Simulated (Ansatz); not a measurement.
**Single-point calculation, with input and output: NiSi2**

System: NiSi2 (I4/mmm, 3 atoms in the cell).
Method: DFT, PBE, PAW with Ansatz's default frozen-core files, scalar-relativistic, no spin polarisation (Ansatz 0.2.0).

It belongs to a series of runs on one base structure; here: volume scaled by 0.8, PAW files. Figures and captions count atoms from 1; the log counts them from 0 in places.

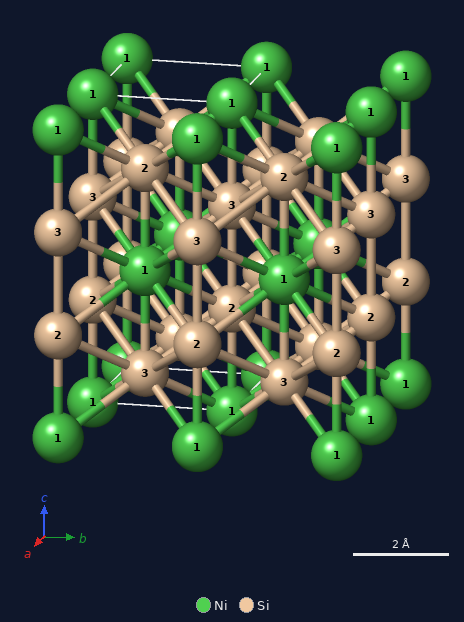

The input geometry (ball-and-stick view of the cell 2 times as large as that of the calculation, set on its symmetry axes, repeated 2 × 2 × 1, seen slightly off an axis; atoms are numbered from 1 in the order of the input).

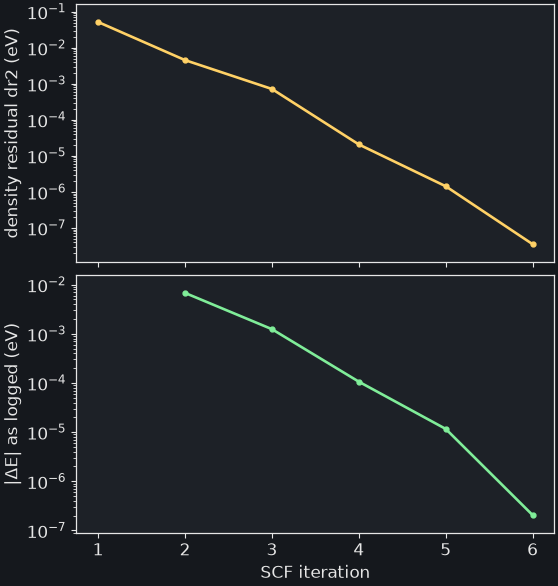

Convergence of the self-consistent field: density residual dr2 and size of the energy change against the SCF iteration. The residual falls at every step.

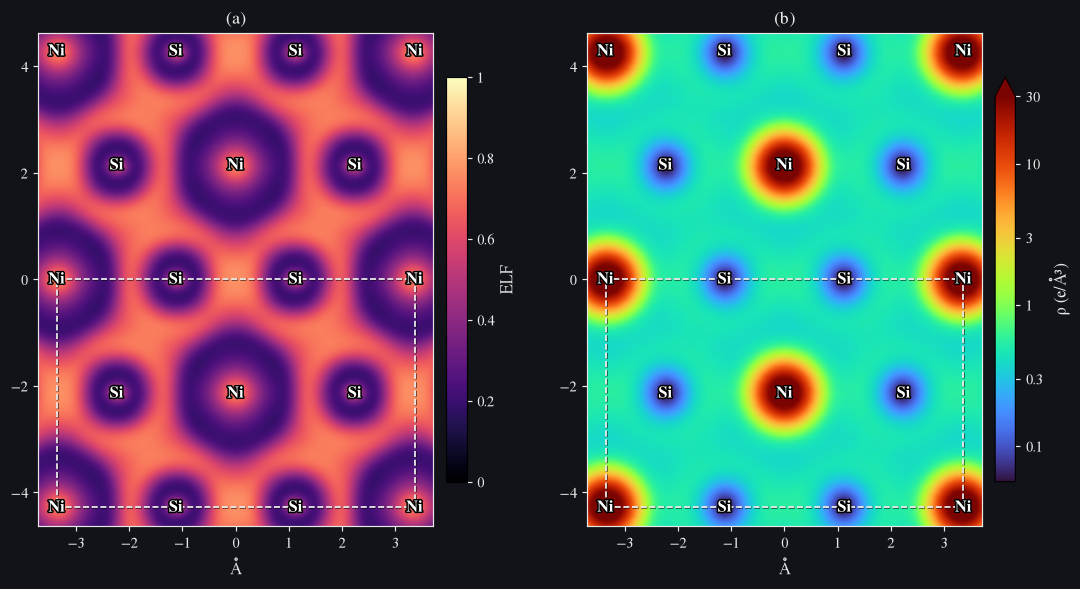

(a) ELF; (b) valence electron density on the (11̄0) plane of the conventional cell. Atoms in the plane: Ni and Si. Si–Ni (2.24 Å): ρ is about 0.54 e/Å³ halfway; the ELF is about 0.40 at the midpoint. Si–Si (2.25 Å): ρ is about 0.55 e/Å³ halfway, a local maximum along the line; the ELF peaks at about 0.75 between the atoms (a covalent bond). Si–Si (2.41 Å): ρ is about 0.46 e/Å³ halfway, a local maximum along the line; the ELF peaks at about 0.75 between the atoms, which marks a shared electron pair. Si–Ni (2.42 Å): the density is about 0.41 e/Å³ at the midpoint; the ELF is about 0.45 at the midpoint. Away from the nuclei the density in this plane falls to 0.38 e/Å³ at its lowest. The strong features right at Ni lie inside the PAW spheres (semicore, d or f shells) and say nothing about bonding. Core electrons are frozen (PAW), so the fields are smoothed inside the atomic spheres.

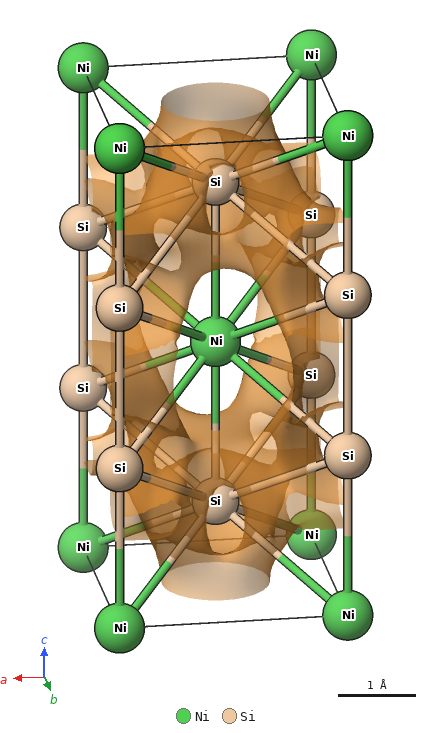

Isosurface of the ELF at 0.55 (orange), seen at an oblique angle. Only the valence region is drawn (cores and ρ < 0.01 e/Å³ removed). Sticks mark near contacts. The outline is the cell set on symmetry axes. Profiles from the grid: Si–Ni (2.24 Å): the ELF is about 0.40 at the midpoint. Si–Si (2.25 Å): the ELF peaks at about 0.75 between the atoms (a shared electron pair).

These pictures come from the run below.

Input file:
```yaml
crystal:
  lattice:
    - [-1.5151623001, 1.5151623001, 3.3616764214]
    - [1.5151623001, -1.5151623001, 3.3616764214]
    - [1.5151623001, 1.5151623001, -3.3616764214]
  atoms:
    - { symbol: Ni, position: [0.0, 0.0, 0.0] }
    - { symbol: Si, position: [0.3327084707, 0.3327084707, 0.0] }
    - { symbol: Si, position: [-0.3327084707, -0.3327084707, 0.0] }
kpoints:
  mp_grid: { grid: [14, 14, 14] }
scf:
  occupations: { method: fermi_dirac, width: 0.05 }
hamiltonian:
  xc: pbe
  pseudopotentials: { kind: paw }
output:
  forces: true
  stress: true
  eigenvalues: true
  populations: true
  write_density: true
  write_potential: true
  elf: true
  volumetric_format: npy
```

Command:
```bash
ansatz run input.yaml --threads 1 --pin off --max-ram 3072MiB --backend cpu --events-out ev --progress --plain --runs-dir out
```

The program's output:
```
Engine: ansatz 0.2.0, x86_64-unknown-linux-gnu
Pseudopotentials: kind: paw
Pseudopotential: Ni, paw, valence charge 18, recommended cutoff 420 eV (normal), Ni.paw.azcp
Pseudopotential: Si, paw, valence charge 4, recommended cutoff 420 eV (normal), Si.paw.azcp
Functional definition: PBE
  parameter kappa = 0.804
  parameter beta = 0.06672455060314922
  exchange = pbe_x(kappa = kappa, mu = beta*pi^2/3)
  correlation = pbe_c(beta = beta)
Crystal: 3 atoms, lattice volume = 30.870 Å³
Basis set: ecut = 420 eV, 607 PW (Γ), exchange–correlation on 54×54×54 points (8 copies of the dense FFT grid, shifted against one another)
Bands: 17, of which v1, the nominal top of the filled ones, is band 13 counted from 1 (12 counted from 0)
Symmetry: 16 space group operations
Space group: I4/mmm (ITA 139), of the structure as read, at distance tolerance 3.1e-5 Å
k-points: 244 of 2744
Non-local potential: Ni, projectors of the file, l = 0: 3, l = 1: 2, l = 2: 3, l = 3: 1
Non-local potential: Si, projectors of the file, l = 0: 2, l = 1: 2, l = 2: 2
PAW form: soft (Blöchl's): semilocal exchange-correlation on the pseudo side does not see the compensation charge
PAW one-centre angular grid: Ni, 590 points (default); XC on 64 Gauss nodes
PAW one-centre angular grid: Si, 110 points (default); XC on 64 Gauss nodes
Initial density: superposition of atomic densities (neutral atoms: chi_scale 0, normalization atom), corrected by the library's trained network
Initial wavefunctions: pseudopotential atomic-orbital guess
Functional: x = pbe(κ = 0.804, μ = 0.2195149727645171), c = pbe(β = 0.06672455060314922)
SCF iter   1: F=—  HF=-7110.329567 eV  |F-HF|=—  |Δ(HF+E_count)|=         —  Δρ=1.73e-2  dr2=5.17e-2  ethr=1.77e-3  ⟨swp⟩=5.3  Hψ=21514  notcnv=0
preconditioner: auto → Kerker (q_TF=auto, 2.651 Å⁻¹)  [metal: Δε(μ)=0.002 eV  Ē_g=8.939 eV  σ=0.050 eV  W_gap=0.01  n_scr=10 (ndim 8)  ℏωp=28.4 eV  f_vac=0.000  D(μ)=2.01/eV (n_scr^D=14)]
SCF iter   2: F=—  HF=-7110.322793 eV  |F-HF|=—  |Δ(HF+E_count)|=   6.77e-3  Δρ=5.27e-3  dr2=4.53e-3  ethr=1.99e-4  ⟨swp⟩=2.0  Hψ=6939  notcnv=0  defer=1
SCF iter   3: F=—  HF=-7110.321554 eV  |F-HF|=—  |Δ(HF+E_count)|=   1.24e-3  Δρ=1.69e-3  dr2=7.16e-4  ethr=1.74e-5  ⟨swp⟩=1.1  Hψ=4234  notcnv=0  defer=1
SCF iter   4: F=—  HF=-7110.321448 eV  |F-HF|=—  |Δ(HF+E_count)|=   1.06e-4  Δρ=3.28e-4  dr2=2.07e-5  ethr=2.75e-6  ⟨swp⟩=2.3  Hψ=5844  notcnv=0  defer=1
SCF iter   5: F=—  HF=-7110.321460 eV  |F-HF|=—  |Δ(HF+E_count)|=   1.16e-5  Δρ=8.31e-5  dr2=1.43e-6  ethr=7.95e-8  ⟨swp⟩=2.1  Hψ=6559  notcnv=0  defer=1
SCF iter   6: F=-7110.321460 eV  HF=-7110.321460 eV  |F-HF|=1.11e-8  |Δ(HF+E_count)|=   2.05e-7  Δρ=1.33e-5  dr2=3.53e-8  ethr=3.85e-10  ⟨swp⟩=6.2  Hψ=27817  notcnv=0
SCF 1 converged in 6 iterations: F = -7110.321460 eV  dr2 = 3.53e-8
  greatest PAW one-centre occupation: 1.001 electrons in one spin orbital (limit 2), on the Ni atom at site 0 (counted from 0), in its partial waves of l = 1
SCF converged after 6 iterations
Free energy (F): -7110.321460 eV
Harris-Foulkes:  -7110.321460 eV  (|F-HF|=1.11e-8)
Internal energy: -7110.305304 eV  (E = F + TS)
E sigma→0 (E₀):  -7110.313382 eV
Entropy (-TS):   -0.016156 eV (-5.385 meV/atom)
Fermi energy:    17.996178 eV
--- Per-component energies (eV) ---
  E_band       = -233.289389
  E_kinetic    = 384.752568
  E_local      = -4485.132858  (includes V_loc(G=0)·N_el)
  E_nonlocal   = 689.351847
  E_hartree    = 1962.603384
  E_xc         = -204.169093
  E_vxc        = -214.916950  (∫ρ·V_xc dr)
  E_paw        = -2656.849609  (= ΣΔE_a)
  E_vpaw       = -532.544375  (= ΣTr[D̂ρ^β])
  E_aug_tail   = 0.000474  (compensation charges beyond the density's cutoff)
  E_ewald      = -2800.862018
  E_smearing   = -0.016156  (= −TS)
  E_closure    = -0.000000  (closes the sum)
  Σ components = -7110.321460   (vs F -7110.321460, Δ=0.00e0)
--- Forces (eV/Å), atoms counted from 1 ---
  atom   1  Ni     0.00000000     0.00000000     0.00000000
  atom   2  Si     0.00000000     0.00000000    -0.00135230
  atom   3  Si    -0.00000000    -0.00000000     0.00135230
  max |Σ_I F_I| component: 1.39e-17 eV/Å
--- Stress (GPa, compression-positive) ---
       49.698749       0.000000       0.000000
        0.000000      49.698749       0.000000
        0.000000       0.000000      49.723990
  P = ⅓ Tr σ = 49.7072 GPa (497.072 kbar)
--- Band table (eV; the first three rows and the last of 244) ---
  k-point 0: bands = ["-86.6753", "-47.3141", "-46.9940", "-46.9940", "1.5420", "10.8550", "13.3550", "13.3550", "13.6380", "14.7287", "14.7843", "17.5555", "19.7910", "19.7910", "20.1573", "20.1573", "20.4503"]
  k-point 1: bands = ["-86.6752", "-47.3140", "-46.9946", "-46.9946", "1.7044", "10.9481", "13.1239", "13.1960", "13.6256", "14.6376", "14.9028", "17.3722", "18.7703", "18.8890", "19.8134", "20.0852", "21.9987"]
  k-point 2: bands = ["-86.6751", "-47.3137", "-46.9963", "-46.9962", "2.1878", "11.1882", "12.5193", "12.8869", "13.6010", "14.1817", "15.0939", "17.0609", "17.9749", "18.0774", "19.0093", "20.0040", "24.2852"]
  k-point 243: bands = ["-86.6753", "-47.3150", "-46.9940", "-46.9940", "4.0134", "5.5950", "13.1425", "13.2849", "14.4230", "14.4230", "14.8620", "15.7327", "15.7327", "20.9242", "20.9327", "27.2033", "27.4139"]
--- Löwdin populations: 3 sites ---
  site symbol       q [e]
     0     Ni     17.4367
     1     Si      4.1077
     2     Si      4.1077
  spilling = 0.013381 (of n_electrons = 26.000000)
```

File populations.tsv:
```
# site	symbol	l	j	q
# orbitals = lowdin
# n_electrons = 26.000000
# spilling = 0.013381
0	Ni	0_3S	-	1.984050
0	Ni	0_4S	-	0.507700
0	Ni	1_3P	-	5.994886
0	Ni	2_3D	-	8.950060
1	Si	0_3S	-	1.184290
1	Si	1_3P	-	2.923410
2	Si	0_3S	-	1.184290
2	Si	1_3P	-	2.923410
```

File rho_z.tsv:
```
# z_ang	rho[e/angstrom^3]
# format = ansatz-planar-average/11
# lattice	-1.515162300	1.515162300	3.361676421
# lattice	1.515162300	-1.515162300	3.361676421
# lattice	1.515162300	1.515162300	-3.361676421
# sites	3
# site	28	0.000000000	0.000000000	0.000000000
# site	14	0.000000000	0.000000000	2.236916442
# site	14	0.000000000	0.000000000	-2.236916442
0.000000	1.975494e0
0.147649	1.895491e0
0.295297	1.681373e0
0.442946	1.396161e0
0.590595	1.107776e0
0.738244	8.624617e-1
0.885892	6.771599e-1
1.033541	5.474695e-1
1.181190	4.602175e-1
1.328838	4.024733e-1
1.476487	3.647957e-1
1.624136	3.408573e-1
1.771784	3.265677e-1
1.919433	3.197752e-1
2.067082	3.197752e-1
2.214731	3.265677e-1
2.362379	3.408573e-1
2.510028	3.647957e-1
2.657677	4.024733e-1
2.805325	4.602175e-1
2.952974	5.474695e-1
3.100623	6.771599e-1
3.248271	8.624617e-1
3.395920	1.107776e0
3.543569	1.396161e0
3.691218	1.681373e0
3.838866	1.895491e0
```

File v_z.tsv:
```
# z_ang	v_es[eV]	v_tot[eV]
# format = ansatz-planar-average/11
# xc	pbe
# density_cutoff_ev	1680
# datasets	Ni=:simpson_from_first_knot:soft	Si=:simpson_from_first_knot:soft
# lattice	-1.515162300	1.515162300	3.361676421
# lattice	1.515162300	-1.515162300	3.361676421
# lattice	1.515162300	1.515162300	-3.361676421
# sites	3
# site	28	0.000000000	0.000000000	0.000000000
# site	14	0.000000000	0.000000000	2.236916442
# site	14	0.000000000	0.000000000	-2.236916442
0.000000	-6.770935e0	-2.152709e1
0.147649	-6.462846e0	-2.116099e1
0.295297	-5.553887e0	-2.007626e1
0.442946	-4.088451e0	-1.832062e1
0.590595	-2.139366e0	-1.598020e1
0.738244	1.954229e-1	-1.317104e1
0.885892	2.792340e0	-1.005494e1
1.033541	5.499737e0	-6.857729e0
1.181190	8.132641e0	-3.832698e0
1.328838	1.048453e1	-1.187824e0
1.476487	1.236887e1	9.345626e-1
1.624136	1.369015e1	2.451388e0
1.771784	1.448190e1	3.369277e0
1.919433	1.484921e1	3.787884e0
2.067082	1.484921e1	3.787884e0
2.214731	1.448190e1	3.369277e0
2.362379	1.369015e1	2.451388e0
2.510028	1.236887e1	9.345626e-1
2.657677	1.048453e1	-1.187824e0
2.805325	8.132641e0	-3.832698e0
2.952974	5.499737e0	-6.857729e0
3.100623	2.792340e0	-1.005494e1
3.248271	1.954229e-1	-1.317104e1
3.395920	-2.139366e0	-1.598020e1
3.543569	-4.088451e0	-1.832062e1
3.691218	-5.553887e0	-2.007626e1
3.838866	-6.462846e0	-2.116099e1
```

Key numbers:

| quantity | value |
| --- | --- |
| outcome | converged |
| space group (tolerance 0.01 Å) | I4/mmm (139) |
| electrons treated | 26 |
| free energy | −7110.3215 eV |
| Fermi energy | 17.996 eV |
| pressure | 49.71 GPa |
| largest force (length of the vector) | 0.001 eV/Å |
| hardware | 1 thread of Intel Xeon (Granite Rapids), 32 GiB of memory available, shared host |
| wall time | 5.1 s |
| peak memory | 0.45 GiB |

Remarks:

The run has no spin polarisation, so a magnetic state may lie lower. The cell is under a pressure of 50 GPa at this level, so it is not at its equilibrium volume.
